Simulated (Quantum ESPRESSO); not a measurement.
Band-structure run, with input and output: HfC (part 1 of 2)

The run: band-structure run of HfC (2 atoms in the cell). Method and program: Kohn-Sham DFT of a periodic cell, PBEsol, SG15 PBE 1.2, no spin polarisation (Quantum ESPRESSO 7.5).

The structure derives from an entry of the Crystallography Open Database.

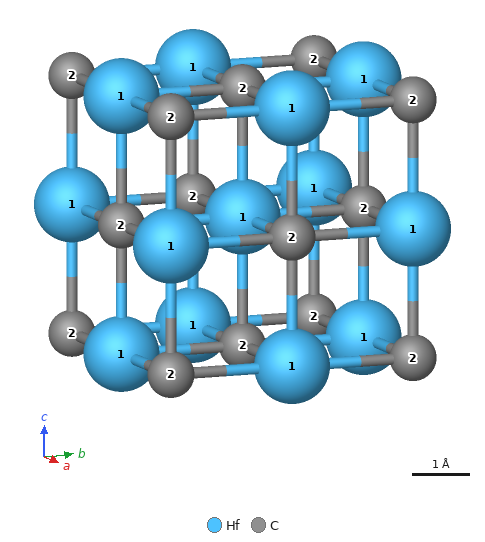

**Figure 1.** The structure as given in the input (ball-and-stick view of the cell 4 times as large as that of the calculation, set on its symmetry axes, seen slightly off an axis; atoms are numbered from 1 in the order of the input). An atom can appear more than once, as a periodic image. Near neighbours in the periodic cell (some may lie outside the picture): Hf has 6 C at 2.33 Å; C has 6 Hf at 2.33 Å.

### Input
```
&CONTROL
  calculation = 'scf'
  prefix = 'pwscf'
  outdir = './tmp'
  pseudo_dir = './pseudo'
  tprnfor = .true.
  tstress = .true.
  disk_io = 'low'
/
&SYSTEM
  ibrav = 0
  nat = 2
  ntyp = 2
  ecutwfc = 88
  nbnd = 22
  input_dft = 'pbesol'
  occupations = 'smearing'
  smearing = 'fd'
  degauss = 0.00367493
/
&ELECTRONS
  conv_thr = 4d-10
  electron_maxstep = 120
  mixing_beta = 0.5
/
ATOMIC_SPECIES
Hf   178.4900 Hf_ONCV_PBE-1.2.upf
C     12.0110 C_ONCV_PBE-1.2.upf
CELL_PARAMETERS angstrom
   0.0000000000    2.3250000000    2.3250000000
   2.3250000000    0.0000000000    2.3250000000
   2.3250000000    2.3250000000    0.0000000000
ATOMIC_POSITIONS crystal
Hf     0.5000000000    0.5000000000    0.5000000000
C      0.0000000000    0.0000000000    0.0000000000
K_POINTS automatic
10 10 10 0 0 0
```

### File bands.in
```
&CONTROL
  calculation = 'bands'
  prefix = 'pwscf'
  outdir = './tmp'
  pseudo_dir = './pseudo'
  disk_io = 'low'
  verbosity = 'high'
/
&SYSTEM
  ibrav = 0
  nat = 2
  ntyp = 2
  ecutwfc = 88
  nbnd = 22
  input_dft = 'pbesol'
  occupations = 'smearing'
  smearing = 'fd'
  degauss = 0.00367493
/
&ELECTRONS
  conv_thr = 1d-08
  electron_maxstep = 120
  mixing_beta = 0.5
  diago_full_acc = .true.
  startingwfc = 'random'
/
ATOMIC_SPECIES
Hf   178.4900 Hf_ONCV_PBE-1.2.upf
C     12.0110 C_ONCV_PBE-1.2.upf
CELL_PARAMETERS angstrom
   0.0000000000    2.3250000000    2.3250000000
   2.3250000000    0.0000000000    2.3250000000
   2.3250000000    2.3250000000    0.0000000000
ATOMIC_POSITIONS crystal
Hf     0.5000000000    0.5000000000    0.5000000000
C      0.0000000000    0.0000000000    0.0000000000
K_POINTS crystal
60
 0.0000000000  0.0000000000  0.0000000000 1
 0.0625000000  0.0000000000  0.0625000000 1
 0.1250000000  0.0000000000  0.1250000000 1
 0.1875000000  0.0000000000  0.1875000000 1
 0.2500000000  0.0000000000  0.2500000000 1
 0.3125000000  0.0000000000  0.3125000000 1
 0.3750000000  0.0000000000  0.3750000000 1
 0.4375000000  0.0000000000  0.4375000000 1
 0.5000000000  0.0000000000  0.5000000000 1
 0.5000000000  0.0625000000  0.5625000000 1
 0.5000000000  0.1250000000  0.6250000000 1
 0.5000000000  0.1875000000  0.6875000000 1
 0.5000000000  0.2500000000  0.7500000000 1
 0.4375000000  0.3125000000  0.7500000000 1
 0.3750000000  0.3750000000  0.7500000000 1
 0.3375000000  0.3375000000  0.6750000000 1
 0.3000000000  0.3000000000  0.6000000000 1
 0.2625000000  0.2625000000  0.5250000000 1
 0.2250000000  0.2250000000  0.4500000000 1
 0.1875000000  0.1875000000  0.3750000000 1
 0.1500000000  0.1500000000  0.3000000000 1
 0.1125000000  0.1125000000  0.2250000000 1
 0.0750000000  0.0750000000  0.1500000000 1
 0.0375000000  0.0375000000  0.0750000000 1
 0.0000000000  0.0000000000  0.0000000000 1
 0.0625000000  0.0625000000  0.0625000000 1
 0.1250000000  0.1250000000  0.1250000000 1
 0.1875000000  0.1875000000  0.1875000000 1
 0.2500000000  0.2500000000  0.2500000000 1
 0.3125000000  0.3125000000  0.3125000000 1
 0.3750000000  0.3750000000  0.3750000000 1
 0.4375000000  0.4375000000  0.4375000000 1
 0.5000000000  0.5000000000  0.5000000000 1
 0.5250000000  0.4500000000  0.5250000000 1
 0.5500000000  0.4000000000  0.5500000000 1
 0.5750000000  0.3500000000  0.5750000000 1
 0.6000000000  0.3000000000  0.6000000000 1
 0.6250000000  0.2500000000  0.6250000000 1
 0.5833333333  0.2500000000  0.6666666667 1
 0.5416666667  0.2500000000  0.7083333333 1
 0.5000000000  0.2500000000  0.7500000000 1
 0.5000000000  0.2857142857  0.7142857143 1
 0.5000000000  0.3214285714  0.6785714286 1
 0.5000000000  0.3571428571  0.6428571429 1
 0.5000000000  0.3928571429  0.6071428571 1
 0.5000000000  0.4285714286  0.5714285714 1
 0.5000000000  0.4642857143  0.5357142857 1
 0.5000000000  0.5000000000  0.5000000000 1
 0.4821428571  0.4821428571  0.5357142857 1
 0.4642857143  0.4642857143  0.5714285714 1
 0.4464285714  0.4464285714  0.6071428571 1
 0.4285714286  0.4285714286  0.6428571429 1
 0.4107142857  0.4107142857  0.6785714286 1
 0.3928571429  0.3928571429  0.7142857143 1
 0.3750000000  0.3750000000  0.7500000000 1
 0.6250000000  0.2500000000  0.6250000000 1
 0.5937500000  0.1875000000  0.5937500000 1
 0.5625000000  0.1250000000  0.5625000000 1
 0.5312500000  0.0625000000  0.5312500000 1
 0.5000000000  0.0000000000  0.5000000000 1
```

Hardware: 1 thread of Arm Neoverse V2, 24 GiB of memory available, shared host.

Launch command:
```bash
OMP_NUM_THREADS=1 pw.x -in pw.in > pw.out
OMP_NUM_THREADS=1 pw.x -in bands.in > bands.out
```

### Log
```
This program is part of the open-source Quantum ESPRESSO suite
     for quantum simulation of materials; please cite
         "P. Giannozzi et al., J. Phys.:Condens. Matter 21 395502 (2009);
         "P. Giannozzi et al., J. Phys.:Condens. Matter 29 465901 (2017);
         "P. Giannozzi et al., J. Chem. Phys. 152 154105 (2020);
          URL
     in publications or presentations arising from this work. More details at

     IMPORTANT: XC functional enforced from input :
     Exchange-correlation= PBESOL
                           (   1   4  10   8   0   0   0)
     Any further DFT definition will be discarded
     Please, verify this is what you really want

     Message from routine setup:
     using ibrav=0 with symmetry is DISCOURAGED, use correct ibrav instead

     G-vector sticks info
     --------------------
     sticks:   dense  smooth     PW     G-vecs:    dense   smooth      PW
     Sum         931     931    283                18907    18907    3119

     Using Slab Decomposition

     bravais-lattice index     =            0
     lattice parameter (alat)  =       6.2135  a.u.
     unit-cell volume          =     169.6272 (a.u.)^3
     number of atoms/cell      =            2
     number of atomic types    =            2
     number of electrons       =        30.00
     number of Kohn-Sham states=           22
     kinetic-energy cutoff     =      88.0000  Ry
     charge density cutoff     =     352.0000  Ry
     scf convergence threshold =      4.0E-10
     mixing beta               =       0.5000
     number of iterations used =            8  plain     mixing
     Exchange-correlation= PBESOL
                           (   1   4  10   8   0   0   0)

     celldm(1)=   6.213507  celldm(2)=   0.000000  celldm(3)=   0.000000
     celldm(4)=   0.000000  celldm(5)=   0.000000  celldm(6)=   0.000000

     crystal axes: (cart. coord. in units of alat)
               a(1) = (   0.000000   0.707107   0.707107 )
               a(2) = (   0.707107   0.000000   0.707107 )
               a(3) = (   0.707107   0.707107   0.000000 )

     reciprocal axes: (cart. coord. in units 2 pi/alat)
               b(1) = ( -0.707107  0.707107  0.707107 )
               b(2) = (  0.707107 -0.707107  0.707107 )
               b(3) = (  0.707107  0.707107 -0.707107 )

     PseudoPot. # 1 for Hf read from file:
     Hf_ONCV_PBE-1.2.upf
     Pseudo is Norm-conserving, Zval = 26.0
     Generated using ONCVPSP code by D. R. Hamann
     Using radial grid of  602 points,  8 beta functions with:
                l(1) =   0
                l(2) =   0
                l(3) =   1
                l(4) =   1
                l(5) =   2
                l(6) =   2
                l(7) =   3
                l(8) =   3

     PseudoPot. # 2 for C  read from file:
     C_ONCV_PBE-1.2.upf
     Pseudo is Norm-conserving, Zval =  4.0
     Generated using ONCVPSP code by D. R. Hamann
     Using radial grid of  602 points,  4 beta functions with:
                l(1) =   0
                l(2) =   0
                l(3) =   1
                l(4) =   1

     atomic species   valence    mass     pseudopotential
     Hf               26.00   178.49000     Hf( 1.00)
     C                 4.00    12.01100     C ( 1.00)

     48 Sym. Ops., with inversion, found

   Cartesian axes

     site n.     atom                  positions (alat units)
         1        Hf     tau(   1) = (   0.7071068   0.7071068   0.7071068  )
         2        C      tau(   2) = (   0.0000000   0.0000000   0.0000000  )

     number of k points=    47  Fermi-Dirac smearing, width (Ry)=  0.0037
                       cart. coord. in units 2pi/alat
        k(    1) = (   0.0000000   0.0000000   0.0000000), wk =   0.0020000
        k(    2) = (   0.0707107   0.0707107  -0.0707107), wk =   0.0160000
        k(    3) = (   0.1414214   0.1414214  -0.1414214), wk =   0.0160000
        k(    4) = (   0.2121320   0.2121320  -0.2121320), wk =   0.0160000
        k(    5) = (   0.2828427   0.2828427  -0.2828427), wk =   0.0160000
        k(    6) = (  -0.3535534  -0.3535534   0.3535534), wk =   0.0080000
        k(    7) = (   0.1414214  -0.0000000   0.0000000), wk =   0.0120000
        k(    8) = (   0.2121320   0.0707107  -0.0707107), wk =   0.0480000
        k(    9) = (   0.2828427   0.1414214  -0.1414214), wk =   0.0480000
        k(   10) = (   0.3535534   0.2121320  -0.2121320), wk =   0.0480000
        k(   11) = (  -0.2828427  -0.4242641   0.4242641), wk =   0.0480000
        k(   12) = (  -0.2121320  -0.3535534   0.3535534), wk =   0.0480000
        k(   13) = (  -0.1414214  -0.2828427   0.2828427), wk =   0.0480000
        k(   14) = (  -0.0707107  -0.2121320   0.2121320), wk =   0.0480000
        k(   15) = (   0.0000000  -0.1414214   0.1414214), wk =   0.0240000
        k(   16) = (   0.2828427  -0.0000000   0.0000000), wk =   0.0120000
        k(   17) = (   0.3535534   0.0707107  -0.0707107), wk =   0.0480000
        k(   18) = (   0.4242641   0.1414214  -0.1414214), wk =   0.0480000
        k(   19) = (  -0.2121320  -0.4949747   0.4949747), wk =   0.0480000
        k(   20) = (  -0.1414214  -0.4242641   0.4242641), wk =   0.0480000
        k(   21) = (  -0.0707107  -0.3535534   0.3535534), wk =   0.0480000
        k(   22) = (   0.0000000  -0.2828427   0.2828427), wk =   0.0240000
        k(   23) = (   0.4242641   0.0000000  -0.0000000), wk =   0.0120000
        k(   24) = (   0.4949747   0.0707107  -0.0707107), wk =   0.0480000
        k(   25) = (  -0.1414214  -0.5656854   0.5656854), wk =   0.0480000
        k(   26) = (  -0.0707107  -0.4949747   0.4949747), wk =   0.0480000
        k(   27) = (  -0.0000000  -0.4242641   0.4242641), wk =   0.0240000
        k(   28) = (   0.5656854  -0.0000000   0.0000000), wk =   0.0120000
        k(   29) = (  -0.0707107  -0.6363961   0.6363961), wk =   0.0480000
        k(   30) = (   0.0000000  -0.5656854   0.5656854), wk =   0.0240000
        k(   31) = (  -0.7071068   0.0000000   0.0000000), wk =   0.0060000
        k(   32) = (   0.2828427   0.1414214   0.0000000), wk =   0.0480000
        k(   33) = (   0.3535534   0.2121320  -0.0707107), wk =   0.0960000
        k(   34) = (  -0.2828427  -0.4242641   0.5656854), wk =   0.0960000
        k(   35) = (  -0.2121320  -0.3535534   0.4949747), wk =   0.0480000
        k(   36) = (   0.4242641   0.1414214  -0.0000000), wk =   0.0480000
        k(   37) = (  -0.2121320  -0.4949747   0.6363961), wk =   0.0960000
        k(   38) = (  -0.1414214  -0.4242641   0.5656854), wk =   0.0960000
        k(   39) = (  -0.0707107  -0.3535534   0.4949747), wk =   0.0960000
        k(   40) = (   0.0000000  -0.2828427   0.4242641), wk =   0.0480000
        k(   41) = (  -0.1414214  -0.5656854   0.7071068), wk =   0.0480000
        k(   42) = (  -0.0707107  -0.4949747   0.6363961), wk =   0.0960000
        k(   43) = (   0.0000000  -0.4242641   0.5656854), wk =   0.0480000
        k(   44) = (  -0.7071068   0.1414214   0.0000000), wk =   0.0240000
        k(   45) = (  -0.1414214  -0.4242641   0.7071068), wk =   0.0480000
        k(   46) = (  -0.0707107  -0.3535534   0.6363961), wk =   0.0480000
        k(   47) = (  -0.7071068   0.2828427   0.0000000), wk =   0.0240000

     Dense  grid:    18907 G-vectors     FFT dimensions: (  40,  40,  40)

     Initial potential from superposition of free atoms

     starting charge      29.8715, renormalised to      30.0000
     Starting wfcs are random

     Self-consistent Calculation

     iteration #  1     ecut=    88.00 Ry     beta= 0.50
     Davidson diagonalization with overlap
     ethr =  1.00E-02,  avg # of iterations = 10.4

     total energy              =    -458.26096754 Ry
     estimated scf accuracy    <       0.66366596 Ry

     iteration #  2     ecut=    88.00 Ry     beta= 0.50
     Davidson diagonalization with overlap
     ethr =  2.21E-03,  avg # of iterations =  2.0

     total energy              =    -458.47623344 Ry
     estimated scf accuracy    <       0.29874288 Ry

     iteration #  3     ecut=    88.00 Ry     beta= 0.50
     Davidson diagonalization with overlap
     ethr =  9.96E-04,  avg # of iterations =  1.8

     total energy              =    -458.52670306 Ry
     estimated scf accuracy    <       0.00398834 Ry

     iteration #  4     ecut=    88.00 Ry     beta= 0.50
     Davidson diagonalization with overlap
     ethr =  1.33E-05,  avg # of iterations =  3.1

     total energy              =    -458.52701346 Ry
     estimated scf accuracy    <       0.00059869 Ry

     iteration #  5     ecut=    88.00 Ry     beta= 0.50
     Davidson diagonalization with overlap
     ethr =  2.00E-06,  avg # of iterations =  2.9

     total energy              =    -458.52706732 Ry
     estimated scf accuracy    <       0.00001106 Ry

     iteration #  6     ecut=    88.00 Ry     beta= 0.50
     Davidson diagonalization with overlap
     ethr =  3.69E-08,  avg # of iterations =  2.7

     total energy              =    -458.52706875 Ry
     estimated scf accuracy    <       0.00000546 Ry

     iteration #  7     ecut=    88.00 Ry     beta= 0.50
     Davidson diagonalization with overlap
     ethr =  1.82E-08,  avg # of iterations =  2.0

     total energy              =    -458.52706948 Ry
     estimated scf accuracy    <       0.00000019 Ry

     iteration #  8     ecut=    88.00 Ry     beta= 0.50
     Davidson diagonalization with overlap
     ethr =  6.30E-10,  avg # of iterations =  2.0

     total energy              =    -458.52706952 Ry
     estimated scf accuracy    <       0.00000001 Ry

     iteration #  9     ecut=    88.00 Ry     beta= 0.50
     Davidson diagonalization with overlap
     ethr =  4.92E-11,  avg # of iterations =  2.0

     total energy              =    -458.52706952 Ry
     estimated scf accuracy    <          3.5E-09 Ry

     iteration # 10     ecut=    88.00 Ry     beta= 0.50
     Davidson diagonalization with overlap
     ethr =  1.17E-11,  avg # of iterations =  1.9

     End of self-consistent calculation

          k = 0.0000 0.0000 0.0000 (  2421 PWs)   bands (ev):

   -37.3590  -5.7822  -5.7822  -5.7822  11.3913  12.8605  12.9500  12.9500
    12.9500  13.0016  13.0016  13.0016  24.8119  24.8119  24.8119  25.0512
    25.0512  25.0512  27.1068  27.1068  30.4757  34.6451

          k = 0.0707 0.0707-0.0707 (  2373 PWs)   bands (ev):

   -37.3551  -5.8519  -5.7890  -5.7890  11.6358  12.8644  12.9553  12.9562
    12.9562  12.9959  12.9959  13.0019  23.3814  23.7823  23.7823  25.4778
    25.4778  25.8797  28.2240  28.2240  31.0274  35.3281

          k = 0.1414 0.1414-0.1414 (  2361 PWs)   bands (ev):

   -37.3450  -6.0298  -5.8065  -5.8065  12.2851  12.8750  12.9710  12.9710
    12.9836  12.9836  13.0025  13.0068  21.5949  22.5226  22.5226  26.2230
    26.2230  26.4179  30.2155  30.2155  32.1787  36.9390

          k = 0.2121 0.2121-0.2121 (  2367 PWs)   bands (ev):

   -37.3324  -6.2411  -5.8281  -5.8281  12.7677  12.8895  12.9616  12.9616
    12.9983  12.9983  13.0033  13.5470  19.8603  21.5384  21.5384  27.0886
    27.3046  27.3046  32.3222  32.3222  32.8117  37.6962

          k = 0.2828 0.2828-0.2828 (  2364 PWs)   bands (ev):

   -37.3223  -6.4059  -5.8454  -5.8454  12.8201  12.9025  12.9485  12.9485
    13.0039  13.0176  13.0176  14.6440  18.3412  20.9239  20.9239  28.1884
    28.4491  28.4491  31.7568  34.1720  34.1720  37.9492
```
